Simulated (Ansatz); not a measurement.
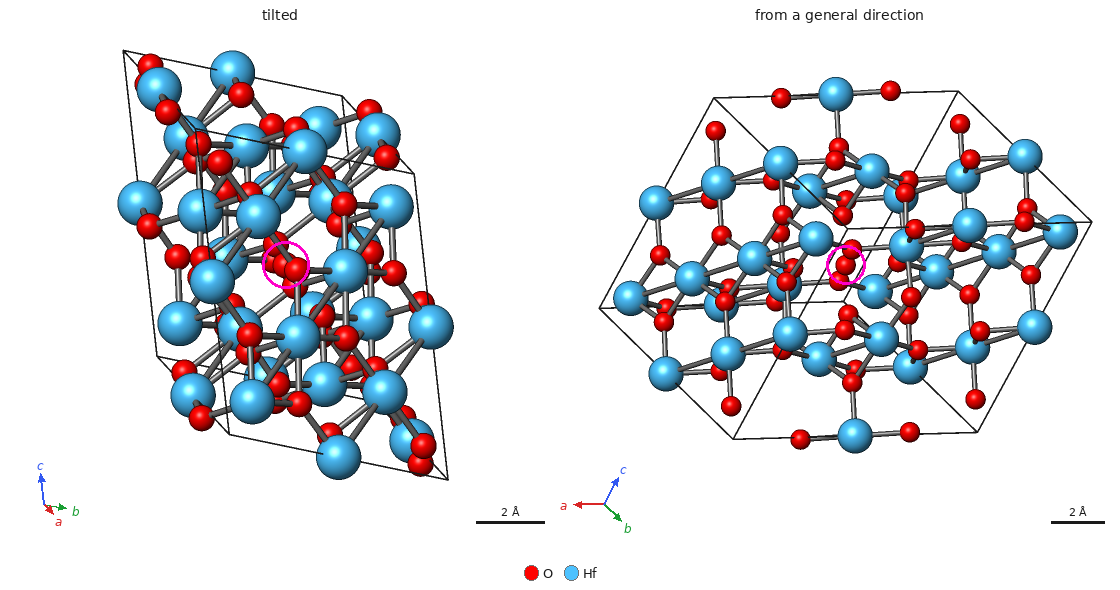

The figure gives a ball-and-stick picture of the atoms, viewed slightly off an axis and from a general direction. The supercell is outlined; an atom on or near a face, edge or corner is repeated at each equivalent position. The host is HfO₂, in a cell of 48 sites, and the cell carries a charge of +2. A ring marks the defect's site.

Question: Name the defect and give its surroundings.

Answer: Oxygen on a hafnium site (an antisite). It is bonded to no bonds drawn. Not all metal-metal contacts are counted.

The atoms were relaxed in the host's cell with DFT PBEsol, scalar-relativistic, plane waves, PAW in Ansatz 0.2.0.
